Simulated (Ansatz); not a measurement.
# Geometry relaxation of Ni₉Si₅ (part 1 of 3)

The run: geometry relaxation of Ni₉Si₅ (slab, 14 atoms in the cell). Method and program: DFT PBEsol, scalar-relativistic, plane waves, PAW, no spin polarisation (Ansatz 0.2.0).

The structure derives from an entry of the Crystallography Open Database. The input holds or restrains some coordinates. Forces given for the steps count only the free coordinates. It belongs to a series of runs on one base structure; here: clean slab, lower half held.

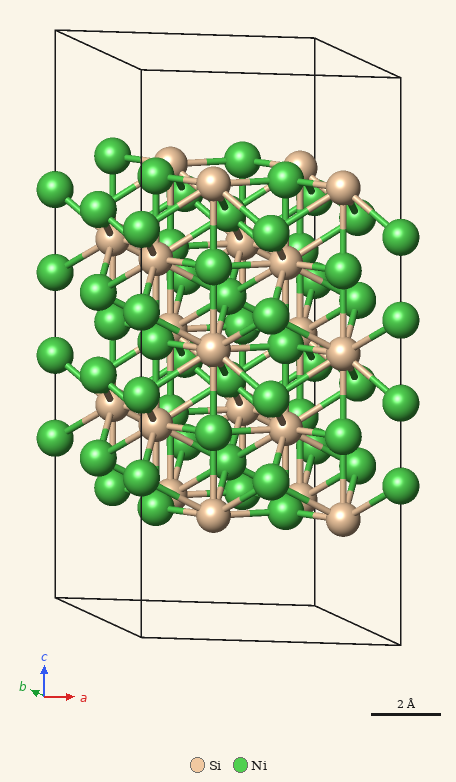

The input geometry (ball-and-stick view of the 2 × 2 repeat of the cell, with the vacuum cut short, seen slightly off an axis). An atom can appear more than once, as a periodic image.

**Input file**
```yaml
crystal:
  lattice:
    - [3.8684636244, 0.0, 0.0]
    - [-1.9342318122, 3.3501877723, 0.0]
    - [0.0, 0.0, 26.8339704999]
  atoms:
    - { symbol: Si, position: [0.6666666667, 0.3333333333, 0.3167626647] }
    - { symbol: Ni, position: [0.3333333333, 0.6666666667, 0.3167626647] }
    - { symbol: Ni, position: [0.0, 0.0, 0.3625719985] }
    - { symbol: Si, position: [0.3333333333, 0.6666666667, 0.4083813323] }
    - { symbol: Ni, position: [0.6666666667, 0.3333333333, 0.4083813323] }
    - { symbol: Ni, position: [0.0, 0.0, 0.4541906662] }
    - { symbol: Si, position: [0.6666666667, 0.3333333333, 0.5] }
    - { symbol: Ni, position: [0.3333333333, 0.6666666667, 0.5] }
    - { symbol: Ni, position: [0.0, 0.0, 0.5458093338] }
    - { symbol: Si, position: [0.3333333333, 0.6666666667, 0.5916186677] }
    - { symbol: Ni, position: [0.6666666667, 0.3333333333, 0.5916186677] }
    - { symbol: Ni, position: [0.0, 0.0, 0.6374280015] }
    - { symbol: Si, position: [0.6666666667, 0.3333333333, 0.6832373353] }
    - { symbol: Ni, position: [0.3333333333, 0.6666666667, 0.6832373353] }
basis:
  ecutwfc: 420
kpoints:
  mp_grid: { grid: [9, 9, 1] }
hamiltonian:
  xc: pbesol
scf:
  occupations: { method: gaussian, width: 0.1 }
output:
  forces: true
  eigenvalues: true
  write_density: true
  write_potential: true
  elf: true
  volumetric_format: npy
relax:
  adjacent_minimum: "off"
  f_tol: 0.03
  max_steps: 70
  constraints: [{ sites: [0, 1, 2, 3, 4, 5] }]
efield:
  axis: 3
  dipole_correction: true
  ramp_width: 0.04
```

Machine: 4 threads of AMD EPYC (Zen 3), 32 GiB of memory available, shared host.

Launch command:
```bash
ansatz run input.yaml --threads 4 --pin off --max-ram 10240MiB --backend cpu --events-out ev --progress --plain --runs-dir out
```

**Log**
```
Engine: ansatz 0.2.0, x86_64-unknown-linux-gnu
Pseudopotentials: kind: paw
Pseudopotential: Si, paw, valence charge 4, recommended cutoff 420 eV (normal), Si.paw.azcp
Pseudopotential: Ni, paw, valence charge 18, recommended cutoff 420 eV (normal), Ni.paw.azcp
Functional definition: PBEsol
  exchange = pbesol_x
  correlation = pbesol_c
Crystal: 14 atoms, lattice volume = 347.770 Å³
Basis set: ecut = 420 eV, 6857 PW (Γ), exchange–correlation on 54×54×360 points (8 copies of the dense FFT grid, shifted against one another)
Bands: 110, of which v1, the nominal top of the filled ones, is band 91 counted from 1 (90 counted from 0)
Symmetry: 6 space group operations
k-points: 12 of 81 (time reversal used)
Non-local potential: Si, projectors of the file, l = 0: 2, l = 1: 2, l = 2: 2
Non-local potential: Ni, projectors of the file, l = 0: 3, l = 1: 2, l = 2: 3, l = 3: 1
PAW form: soft (Blöchl's): semilocal exchange-correlation on the pseudo side does not see the compensation charge
PAW frozen core: Si, regenerated for the run's functional, and the local potential with it (the file was generated under x = pbe(κ = 0.804, μ = 0.2195149727645171), c = pbe(β = 0.06672455060314922))
PAW frozen core: Ni, regenerated for the run's functional, and the local potential with it (the file was generated under x = pbe(κ = 0.804, μ = 0.2195149727645171), c = pbe(β = 0.06672455060314922))
PAW one-centre angular grid: Si, 110 points (default); XC on 64 Gauss nodes
PAW one-centre angular grid: Ni, 590 points (default); XC on 64 Gauss nodes
Initial density: superposition of atomic densities (neutral atoms: chi_scale 0, normalization atom), corrected by the library's trained network
Initial wavefunctions: pseudopotential atomic-orbital guess
Functional: x = pbesol(κ = 0.804, μ = 0.12345679012345678), c = pbesol(β = 0.046)
SCF iter   1: F=—  HF=-55357.280216 eV  |F-HF|=—  |Δ(HF+E_count)|=         —  Δρ=1.72e-2  dr2=2.20e0  ethr=1.77e-3  p=0.000 e·Å  D=2.95e-13 V/Å  ΔV_dip=-0.00 eV  dr2_dipole=7.22e-7  V_vac-E_F(+/−)=4.84/4.84 eV  ⟨swp⟩=9.5  Hψ=6862  notcnv=0  defer=33
efield: sawtooth ramp at fractional position 0.9800 (placed from the atoms, in the widest stretch of the axis that holds none; the zero of the levels goes with the place), width 0.0400; the density the first Hamiltonian is built on has a dipole p = 0.000 e·Å; the dipole correction subtracts the counter field D = 2.95e-13 V/Å, which shifts the + side's vacuum level by -0.00 eV against the − side's; the planar-averaged density in the ramp window peaks in size at 1.7e-5 e/Å³
preconditioner: auto → LDOS  [metal: Δε(μ)=0.049 eV  Ē_g=6.903 eV  σ=0.100 eV  W_gap=0.27  n_scr=98 (ndim 8)  ℏωp=20.9 eV  f_vac=0.517  D(μ)=7.28/eV (n_scr^D=46)  β→1.0]
SCF iter   2: F=—  HF=-55357.346749 eV  |F-HF|=—  |Δ(HF+E_count)|=   6.65e-2  Δρ=2.33e-2  dr2=1.08e0  ethr=1.21e-3  p=-0.000 e·Å  D=-5.34e-6 V/Å  ΔV_dip=0.00 eV  dr2_dipole=1.43e-6  V_vac-E_F(+/−)=4.71/4.71 eV  ⟨swp⟩=2.4  Hψ=2138  notcnv=0  defer=145
SCF iter   3: F=—  HF=-55357.178777 eV  |F-HF|=—  |Δ(HF+E_count)|=   1.68e-1  Δρ=5.98e-3  dr2=6.80e-2  ethr=5.93e-4  p=-0.000 e·Å  D=-2.53e-6 V/Å  ΔV_dip=0.00 eV  dr2_dipole=6.49e-7  V_vac-E_F(+/−)=4.70/4.70 eV  ⟨swp⟩=2.0  Hψ=1793  notcnv=0  defer=145
SCF iter   4: F=—  HF=-55357.171062 eV  |F-HF|=—  |Δ(HF+E_count)|=   7.72e-3  Δρ=8.11e-4  dr2=1.40e-3  ethr=3.74e-5  p=0.000 e·Å  D=1.86e-6 V/Å  ΔV_dip=-0.00 eV  dr2_dipole=2.30e-9  V_vac-E_F(+/−)=4.68/4.68 eV  ⟨swp⟩=3.2  Hψ=2765  notcnv=0  defer=143
SCF iter   5: F=—  HF=-55357.171705 eV  |F-HF|=—  |Δ(HF+E_count)|=   6.43e-4  Δρ=5.70e-4  dr2=7.42e-4  ethr=7.67e-7  p=0.000 e·Å  D=9.22e-7 V/Å  ΔV_dip=-0.00 eV  dr2_dipole=2.65e-11  V_vac-E_F(+/−)=4.68/4.68 eV  ⟨swp⟩=2.9  Hψ=2619  notcnv=0  defer=143
SCF iter   6: F=—  HF=-55357.171959 eV  |F-HF|=—  |Δ(HF+E_count)|=   2.54e-4  Δρ=2.90e-4  dr2=1.90e-4  ethr=4.08e-7  p=0.000 e·Å  D=1.54e-7 V/Å  ΔV_dip=-0.00 eV  dr2_dipole=2.27e-9  V_vac-E_F(+/−)=4.68/4.68 eV  ⟨swp⟩=1.2  Hψ=1188  notcnv=0  defer=143
SCF iter   7: F=-55357.172066 eV  HF=-55357.172051 eV  |F-HF|=1.49e-5  |Δ(HF+E_count)|=   9.19e-5  Δρ=4.58e-5  dr2=5.71e-6  ethr=1.24e-8  p=-0.000 e·Å  D=-1.18e-7 V/Å  ΔV_dip=0.00 eV  dr2_dipole=9.68e-12  V_vac-E_F(+/−)=4.67/4.67 eV  ⟨swp⟩=23.8  Hψ=16411  notcnv=0
SCF 1 converged in 7 iterations: F = -55357.172066 eV  dr2 = 5.71e-6
  Residual-converged pass: ⟨swp⟩=1.0  Hψ=1368  notcnv=0  max |occ|·‖R‖ = 7.1e-9 eV (tolerance 1.0e-8 eV)  dr2=5.71e-6  dr2_onsite=9.30e-7  max |Δocc| = 1.5e-11
  greatest PAW one-centre occupation: 1.001 electrons in one spin orbital (limit 2), on the Ni atom at site 1 (counted from 0), in its partial waves of l = 1
relax step   1: F+E_penalty+E_count = -55357.17206621 eV  Δ(F+E_penalty+E_count) = +0.000e0 eV  max|allowed force component| = 1.223e0 eV/Å  Δτ_max = 0.0000 Å  (7 SCF iters, dr2 threshold 2.25e-5 eV, accepted)
Initial density: handed on by an earlier stage of this run
Initial wavefunctions: those handed on with the density
iter 1 solved again at ethr=5.22e-5 eV; its pass at ethr=3.10e-3 eV (dr2=9.50e-2 eV) is discarded
SCF iter   1: F=—  HF=-55357.278983 eV  |F-HF|=—  |Δ(HF+E_count)|=         —  Δρ=3.46e-3  dr2=8.05e-2  ethr=5.22e-5  p=-0.000 e·Å  D=-5.60e-8 V/Å  ΔV_dip=0.00 eV  dr2_dipole=3.39e-2  V_vac-E_F(+/−)=4.67/4.67 eV  ⟨swp⟩=2.0  Hψ=4119  notcnv=0  defer=143
efield: sawtooth ramp at fractional position 0.9800 (handed on by an earlier solve), width 0.0400; the density the first Hamiltonian is built on has a dipole p = -0.000 e·Å; the dipole correction subtracts the counter field D = -5.60e-8 V/Å, which shifts the + side's vacuum level by +0.00 eV against the − side's; the planar-averaged density in the ramp window peaks in size at 3.1e-6 e/Å³
preconditioner: auto → LDOS  [metal: Δε(μ)=0.005 eV  Ē_g=6.923 eV  σ=0.100 eV  W_gap=0.03  n_scr=98 (ndim 8)  ℏωp=20.9 eV  f_vac=0.519  D(μ)=8.21/eV (n_scr^D=58)  β→1.0]
SCF iter   2: F=—  HF=-55357.282603 eV  |F-HF|=—  |Δ(HF+E_count)|=   3.62e-3  Δρ=3.47e-3  dr2=5.17e-2  ethr=4.43e-5  p=0.009 e·Å  D=4.72e-3 V/Å  ΔV_dip=-0.13 eV  dr2_dipole=2.61e-5  V_vac-E_F(+/−)=4.55/4.68 eV  ⟨swp⟩=2.3  Hψ=2112  notcnv=0  defer=143
SCF iter   3: F=—  HF=-55357.270230 eV  |F-HF|=—  |Δ(HF+E_count)|=   1.24e-2  Δρ=1.31e-3  dr2=6.22e-3  ethr=2.84e-5  p=0.006 e·Å  D=3.13e-3 V/Å  ΔV_dip=-0.08 eV  dr2_dipole=1.11e-3  V_vac-E_F(+/−)=4.59/4.68 eV  ⟨swp⟩=2.2  Hψ=2038  notcnv=0  defer=143
SCF iter   4: F=—  HF=-55357.269756 eV  |F-HF|=—  |Δ(HF+E_count)|=   4.75e-4  Δρ=3.78e-4  dr2=3.14e-4  ethr=3.42e-6  p=0.006 e·Å  D=2.88e-3 V/Å  ΔV_dip=-0.08 eV  dr2_dipole=1.89e-9  V_vac-E_F(+/−)=4.60/4.68 eV  ⟨swp⟩=2.6  Hψ=1893  notcnv=0  defer=143
SCF iter   5: F=—  HF=-55357.269815 eV  |F-HF|=—  |Δ(HF+E_count)|=   5.97e-5  Δρ=1.66e-4  dr2=7.46e-5  ethr=5.14e-8  p=0.006 e·Å  D=2.95e-3 V/Å  ΔV_dip=-0.08 eV  dr2_dipole=6.04e-6  V_vac-E_F(+/−)=4.60/4.68 eV  ⟨swp⟩=22.4  Hψ=16717  notcnv=0
SCF iter   6: F=-55357.269833 eV  HF=-55357.269831 eV  |F-HF|=2.62e-6  |Δ(HF+E_count)|=   1.54e-5  Δρ=6.81e-5  dr2=1.38e-5  ethr=4.10e-8  p=0.006 e·Å  D=2.95e-3 V/Å  ΔV_dip=-0.08 eV  dr2_dipole=2.08e-6  V_vac-E_F(+/−)=4.60/4.68 eV  ⟨swp⟩=17.9  Hψ=14633  notcnv=0
SCF 2 converged in 6 iterations: F = -55357.269833 eV  dr2 = 1.38e-5
  greatest PAW one-centre occupation: 1.001 electrons in one spin orbital (limit 2), on the Ni atom at site 13 (counted from 0), in its partial waves of l = 1
relax step   2: F+E_penalty+E_count = -55357.26983343 eV  Δ(F+E_penalty+E_count) = -9.777e-2 eV  max|allowed force component| = 9.035e-1 eV/Å  Δτ_max = 0.0492 Å  (6 SCF iters, dr2 threshold 9.36e-5 eV, accepted)
SCF iter   1: F=—  HF=-55357.406638 eV  |F-HF|=—  |Δ(HF+E_count)|=         —  Δρ=6.76e-3  dr2=1.68e-1  ethr=3.03e-3  p=0.006 e·Å  D=2.95e-3 V/Å  ΔV_dip=-0.08 eV  dr2_dipole=1.10e-4  V_vac-E_F(+/−)=4.60/4.68 eV  ⟨swp⟩=4.2  Hψ=3295  notcnv=0  defer=128
efield: sawtooth ramp at fractional position 0.9800 (handed on by an earlier solve), width 0.0400; the density the first Hamiltonian is built on has a dipole p = 0.006 e·Å; the dipole correction subtracts the counter field D = 2.95e-3 V/Å, which shifts the + side's vacuum level by -0.08 eV against the − side's; the planar-averaged density in the ramp window peaks in size at 9.5e-6 e/Å³
preconditioner: auto → LDOS  [metal: Δε(μ)=0.039 eV  Ē_g=6.968 eV  σ=0.100 eV  W_gap=0.22  n_scr=98 (ndim 8)  ℏωp=20.9 eV  f_vac=0.523  D(μ)=6.74/eV (n_scr^D=14)  β→1.0]
SCF iter   2: F=—  HF=-55357.419063 eV  |F-HF|=—  |Δ(HF+E_count)|=   1.24e-2  Δρ=5.01e-3  dr2=2.63e-1  ethr=9.24e-5  p=0.051 e·Å  D=2.64e-2 V/Å  ΔV_dip=-0.71 eV  dr2_dipole=5.06e-2  V_vac-E_F(+/−)=3.98/4.69 eV  ⟨swp⟩=2.9  Hψ=2820  notcnv=0  defer=148
SCF iter   3: F=—  HF=-55357.365866 eV  |F-HF|=—  |Δ(HF+E_count)|=   5.32e-2  Δρ=3.07e-3  dr2=2.66e-2  ethr=9.24e-5  p=0.013 e·Å  D=6.89e-3 V/Å  ΔV_dip=-0.18 eV  dr2_dipole=1.22e-3  V_vac-E_F(+/−)=4.50/4.69 eV  ⟨swp⟩=2.1  Hψ=1961  notcnv=0  defer=148
SCF iter   4: F=—  HF=-55357.362993 eV  |F-HF|=—  |Δ(HF+E_count)|=   2.87e-3  Δρ=1.93e-3  dr2=9.22e-3  ethr=1.46e-5  p=0.016 e·Å  D=8.12e-3 V/Å  ΔV_dip=-0.22 eV  dr2_dipole=1.79e-4  V_vac-E_F(+/−)=4.47/4.69 eV  ⟨swp⟩=2.5  Hψ=2246  notcnv=0  defer=148
SCF iter   5: F=—  HF=-55357.362395 eV  |F-HF|=—  |Δ(HF+E_count)|=   5.98e-4  Δρ=2.43e-4  dr2=1.44e-4  ethr=5.07e-6  p=0.015 e·Å  D=8.00e-3 V/Å  ΔV_dip=-0.21 eV  dr2_dipole=4.13e-6  V_vac-E_F(+/−)=4.47/4.69 eV  ⟨swp⟩=2.1  Hψ=1635  notcnv=0  defer=148
SCF iter   6: F=—  HF=-55357.362387 eV  |F-HF|=—  |Δ(HF+E_count)|=   8.49e-6  Δρ=1.88e-4  dr2=7.91e-5  ethr=7.93e-8  p=0.015 e·Å  D=7.94e-3 V/Å  ΔV_dip=-0.21 eV  dr2_dipole=8.13e-7  V_vac-E_F(+/−)=4.47/4.69 eV  ⟨swp⟩=2.9  Hψ=2733  notcnv=0  defer=148
SCF iter   7: F=-55357.362378 eV  HF=-55357.362381 eV  |F-HF|=3.71e-6  |Δ(HF+E_count)|=   5.21e-6  Δρ=4.38e-5  dr2=7.72e-6  ethr=2.80e-8  p=0.015 e·Å  D=7.82e-3 V/Å  ΔV_dip=-0.21 eV  dr2_dipole=2.90e-7  V_vac-E_F(+/−)=4.48/4.69 eV  ⟨swp⟩=24.1  Hψ=16365  notcnv=0
SCF 3 converged in 7 iterations: F = -55357.362378 eV  dr2 = 7.72e-6
relax step   3: F+E_penalty+E_count = -55357.36237764 eV  Δ(F+E_penalty+E_count) = -9.254e-2 eV  max|allowed force component| = 2.236e-1 eV/Å  Δτ_max = 0.1411 Å  (7 SCF iters, dr2 threshold 5.10e-5 eV, accepted)
```
